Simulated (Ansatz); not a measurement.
## Single-point calculation, with input and output: HfO2 (part 2 of 2)

Continued. System: HfO2 (P4₂/mnm, 6 atoms in the cell). Method: DFT, dielectric-dependent PBE0 (fraction 1/eps_inf of PBE), plane waves, PAW, no spin polarisation (Ansatz 0.2.0); cutoff 420 eV, 4×4×4 k-mesh, fixed occupations. The structure derives from a Materials Project entry. The geometry comes from this level: r2SCAN.

**File bands.tsv**
```
# k_distance	band_0	band_1	band_2	band_3	band_4	band_5	band_6	band_7	band_8	band_9	band_10	band_11	band_12	band_13	band_14	band_15	band_16	band_17	band_18	band_19	band_20	band_21	band_22	band_23	band_24	band_25	band_26	band_27	band_28	band_29	band_30	band_31	band_32	band_33	band_34	band_35	band_36	band_37	band_38	band_39	band_40	band_41	band_42
# fermi_ev = 11.158655
# lock_threshold_ev = 1e-6
# [0, 0, 0] at k_distance = 0.000000
# [0, 0.5, 0] at k_distance = 0.649318
# [0.5, 0.5, 0] at k_distance = 1.298635
# [0, 0, 0.5] at k_distance = 2.638458
# [0, 0.5, 0.5] at k_distance = 3.287775
# [0.5, 0.5, 0.5] at k_distance = 3.937093
# [-0.002604, -0.002604, 0] at k_distance = 5.280197
# levels_relative_to = fermi_ev
# free_energy_ev = -33719.795179
# largest_residual_norms_ev = 5.943e-5 5.950e-5 1.872e-4 1.918e-4 5.198e-4 5.223e-4 7.610e-4 7.619e-4 4.333e-4 4.380e-4 2.928e-4 2.932e-4 1.860e-3 1.861e-3 1.261e-3 1.263e-3 1.443e-3 1.444e-3 1.866e-3 1.898e-3 1.968e-3 1.980e-3 2.004e-3 2.005e-3 8.847e-4 8.857e-4 1.115e-3 1.609e-3 1.765e-3 1.765e-3 1.317e-3 1.320e-3 1.019e-3 1.097e-3 1.714e-3 1.768e-3 1.368e-3 1.373e-3 8.341e-4 8.350e-4 1.355e-3 1.415e-3 1.015e-3
0.000000	-62.641969	-62.630641	-30.484985	-30.484985	-30.142347	-30.142347	-30.024337	-29.948677	-19.012599	-18.206636	-17.031812	-17.031812	-12.508326	-12.508326	-12.499086	-12.468451	-12.468301	-12.468301	-12.464266	-12.464266	-12.444219	-12.438475	-12.421595	-12.416827	-12.313939	-12.313939	-5.804186	-5.279251	-4.537253	-3.718655	-3.718655	-1.925990	-1.925990	-1.675695	-0.676569	-0.406983	-0.406983	0.000000	6.029879	6.199958	7.404677	7.760861	7.760861
0.649318	-62.636274	-62.636274	-30.366162	-30.366162	-30.275566	-30.275566	-29.986476	-29.986476	-18.227250	-18.227250	-17.473610	-17.473610	-12.481172	-12.481172	-12.474163	-12.474163	-12.468972	-12.468972	-12.455836	-12.455836	-12.441250	-12.441250	-12.422686	-12.422686	-12.409938	-12.409938	-4.418056	-4.418056	-3.613596	-3.613596	-2.961604	-2.961604	-2.836845	-2.836845	-1.450210	-1.450210	-0.672513	-0.672513	6.733424	6.733424	8.424196	8.424196	8.690361
1.298635	-62.636263	-62.636263	-30.511799	-30.511799	-30.125022	-30.125022	-29.986288	-29.986288	-18.540829	-18.540829	-17.097793	-17.097793	-12.509978	-12.509978	-12.484342	-12.484342	-12.465605	-12.465605	-12.458528	-12.458528	-12.441134	-12.441134	-12.418568	-12.418568	-12.335621	-12.335621	-5.548298	-5.548298	-3.800471	-3.800471	-2.441357	-2.441357	-1.823521	-1.823521	-1.129136	-1.129136	-0.779249	-0.779249	6.298657	6.298657	7.831589	7.831589	8.870201
2.638458	-62.613653	-62.613653	-30.689828	-30.689828	-30.222513	-30.222513	-30.179165	-30.179165	-17.771488	-17.771488	-17.478234	-17.478234	-12.471399	-12.471399	-12.468473	-12.468473	-12.463457	-12.463457	-12.461129	-12.461129	-12.459328	-12.459328	-12.420121	-12.420121	-12.409861	-12.409861	-4.195072	-4.195072	-3.454096	-3.454096	-3.249218	-3.249218	-2.141673	-2.141673	-2.128946	-2.128946	-1.022833	-1.022833	7.752402	7.752402	8.237434	8.237434	8.301852
3.287775	-62.613656	-62.613656	-30.730644	-30.730644	-30.187943	-30.187943	-30.168211	-30.168211	-18.228599	-18.228599	-16.979945	-16.979945	-12.485197	-12.485197	-12.469552	-12.469552	-12.466278	-12.466278	-12.462481	-12.462481	-12.453253	-12.453253	-12.443604	-12.443604	-12.349538	-12.349538	-4.911774	-4.911774	-3.773471	-3.773471	-2.513858	-2.513858	-1.853711	-1.853711	-1.820614	-1.820614	-0.912489	-0.912489	6.262147	6.262147	8.546255	8.546255	9.182180
3.937093	-62.613621	-62.613621	-30.687985	-30.687985	-30.228083	-30.228083	-30.182143	-30.182143	-17.828931	-17.828931	-17.398720	-17.398720	-12.470690	-12.470690	-12.467660	-12.467660	-12.464538	-12.464538	-12.463041	-12.463041	-12.457820	-12.457820	-12.421040	-12.421040	-12.405792	-12.405792	-4.312460	-4.312460	-4.186090	-4.186090	-3.237050	-3.237050	-2.101442	-2.101442	-1.105338	-1.105338	-0.498603	-0.498603	7.266661	7.266661	8.007619	8.007619	8.691682
5.280197	-62.641964	-62.630641	-30.484987	-30.484963	-30.142364	-30.142341	-30.024333	-29.948670	-19.012544	-18.206609	-17.031904	-17.031817	-12.508326	-12.508320	-12.499085	-12.468450	-12.468300	-12.468300	-12.464267	-12.464266	-12.444218	-12.438475	-12.421595	-12.416827	-12.313959	-12.313941	-5.804050	-5.279109	-4.537165	-3.718641	-3.718546	-1.926044	-1.925986	-1.675643	-0.676625	-0.407279	-0.407010	-0.000006	6.029999	6.200046	7.404762	7.760868	7.761019
```

**File rho_z.tsv**
```
# z_ang	rho[e/angstrom^3]
# format = ansatz-planar-average/11
# lattice	4.838298403	0.000000000	0.000000000
# lattice	0.000000000	4.838298403	0.000000000
# lattice	0.000000000	0.000000000	3.219993075
# sites	6
# site	72	0.000000000	0.000000000	0.000000000
# site	72	2.419149201	2.419149201	1.609996537
# site	8	0.943247305	3.895051098	1.609996537
# site	8	1.475901897	1.475901897	0.000000000
# site	8	3.362396506	3.362396506	0.000000000
# site	8	3.895051098	0.943247305	1.609996537
0.000000	1.749845e0
0.134166	1.633703e0
0.268333	1.331312e0
0.402499	9.574045e-1
0.536666	6.346928e-1
0.670832	4.336782e-1
0.804998	3.677161e-1
0.939165	4.336782e-1
1.073331	6.346928e-1
1.207497	9.574045e-1
1.341664	1.331312e0
1.475830	1.633703e0
1.609997	1.749845e0
1.744163	1.633703e0
1.878329	1.331312e0
2.012496	9.574045e-1
2.146662	6.346928e-1
2.280828	4.336782e-1
2.414995	3.677161e-1
2.549161	4.336782e-1
2.683328	6.346928e-1
2.817494	9.574045e-1
2.951660	1.331312e0
3.085827	1.633703e0
```

**File v_z.tsv**
```
# z_ang	v_es[eV]	v_tot[eV]
# format = ansatz-planar-average/11
# xc	{"exchange":"pbe","correlation":"pbe","exx":{"coeff":0.21263005544537958,"omega":null}}
# density_cutoff_ev	1680
# datasets	Hf=:simpson_from_first_knot:soft:fock:shift=0	O=:simpson_from_first_knot:soft:fock:shift=0
# lattice	4.838298403	0.000000000	0.000000000
# lattice	0.000000000	4.838298403	0.000000000
# lattice	0.000000000	0.000000000	3.219993075
# sites	6
# site	72	0.000000000	0.000000000	0.000000000
# site	72	2.419149201	2.419149201	1.609996537
# site	8	0.943247305	3.895051098	1.609996537
# site	8	1.475901897	1.475901897	0.000000000
# site	8	3.362396506	3.362396506	0.000000000
# site	8	3.895051098	0.943247305	1.609996537
0.000000	5.658331e0	-4.280874e0
0.134166	5.991841e0	-3.790585e0
0.268333	6.941932e0	-2.499285e0
0.402499	8.304116e0	-7.105277e-1
0.536666	9.927424e0	1.374771e0
0.670832	1.132795e1	3.132852e0
0.804998	1.180494e1	3.747554e0
0.939165	1.132795e1	3.132852e0
1.073331	9.927424e0	1.374771e0
1.207497	8.304116e0	-7.105277e-1
1.341664	6.941932e0	-2.499285e0
1.475830	5.991841e0	-3.790585e0
1.609997	5.658331e0	-4.280874e0
1.744163	5.991841e0	-3.790585e0
1.878329	6.941932e0	-2.499285e0
2.012496	8.304116e0	-7.105277e-1
2.146662	9.927424e0	1.374771e0
2.280828	1.132795e1	3.132852e0
2.414995	1.180494e1	3.747554e0
2.549161	1.132795e1	3.132852e0
2.683328	9.927424e0	1.374771e0
2.817494	8.304116e0	-7.105277e-1
2.951660	6.941932e0	-2.499285e0
3.085827	5.991841e0	-3.790585e0
```

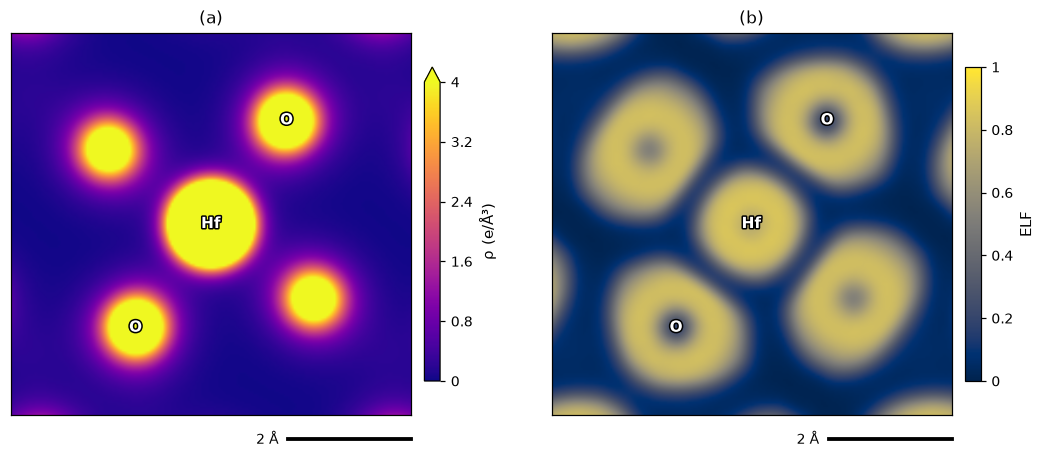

*(a) valence charge density (pseudo); (b) ELF on the (111) plane of the conventional cell.*

The section cuts through Hf and O sites. Hf–O (2.09 Å): the density is about 0.75 e/Å³ at the midpoint; the ELF peaks at about 0.85 in the valence shell of O, 0.6 Å from its nucleus, and drops to about 0.15 between the two atoms. Away from the nuclei the density in this plane falls to 0.03 e/Å³ at its lowest. The strong features right at Hf lie inside the PAW spheres (semicore, d or f shells) and say nothing about bonding. Core electrons are frozen (PAW), so the fields are smoothed inside the atomic spheres.

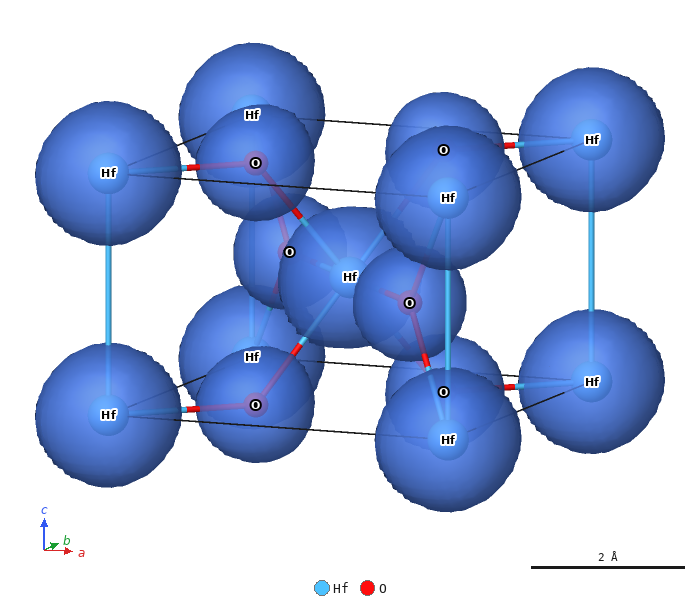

*Isosurface of the valence charge density (pseudo) at 1 e/Å³ (blue), seen slightly off an axis. Sticks mark near contacts. The outline is the cell set on symmetry axes.*

At this value the density breaks into separate islands; it holds about 80 % of the electrons treated as valence (semicore included). It is pinched off along the Hf–O (2.09 Å) and Hf–Hf (3.22 Å) contacts. On the grid the lowest density along these lines, outside the cores, is 0.7 e/Å³ (Hf–O, 2.09 Å) and 0.21 e/Å³ (Hf–Hf, 3.22 Å).

The run was set up as follows.

**Input file**
```yaml
crystal:
  lattice:
    - [4.8382984025, 0.0, 0.0]
    - [0.0, 4.8382984025, 0.0]
    - [0.0, 0.0, 3.2199930745]
  atoms:
    - { symbol: Hf, position: [0.0, 0.0, 0.0] }
    - { symbol: Hf, position: [0.5, 0.5, 0.5] }
    - { symbol: O, position: [0.1949543468, 0.8050456532, 0.5] }
    - { symbol: O, position: [0.3050456532, 0.3050456532, 0.0] }
    - { symbol: O, position: [0.6949543468, 0.6949543468, 0.0] }
    - { symbol: O, position: [0.8050456532, 0.1949543468, 0.5] }
  host: atoms
kpoints:
  mp_grid: { grid: [4, 4, 4] }
  band_path:
    path:
      - [0.0, 0.0, 0.0]
      - [0.0, 0.5, 0.0]
      - [0.5, 0.5, 0.0]
      - [0.0, 0.0, 0.5]
      - [0.0, 0.5, 0.5]
      - [0.5, 0.5, 0.5]
      - [-0.002604, -0.002604, 0.0]
    npoints: 1
hamiltonian:
  xc:
    exchange: pbe
    correlation: pbe
    exx: { coeff: inverse_dielectric }
scf:
  occupations: { method: fixed }
  n_extra_bands: 5
output:
  forces: true
  stress: true
  eigenvalues: true
  write_density: true
  write_potential: true
  elf: true
  volumetric_format: npy
```

Launch command:
```bash
ansatz run input.yaml --threads 4 --pin off --max-ram 5529MiB --backend cpu --events-out ev --progress --plain --runs-dir out
```

**Summary**

| quantity | value |
| --- | --- |
| outcome | converged |
| space group (tolerance 0.01 Å) | P4₂/mnm (136) |
| electrons treated | 76 |
| free energy | −33719.7952 eV |
| Fermi energy | 11.159 eV |
| gap on the k-point mesh | 6.03 eV |
| pressure | 1.04 GPa |
| largest force (length of the vector) | 0.046 eV/Å |
| hardware | 4 threads of Arm Neoverse V2, 24 GiB of memory available, shared host |
| wall time | 74 s (CPU time 4.3 min) |
| peak memory | 1.5 GiB |

The program warns: the exchange loop's threshold is looser than advised for the stress; the SCF threshold is looser than advised for the printed stress. Spin–orbit coupling is left out, which matters for Hf.
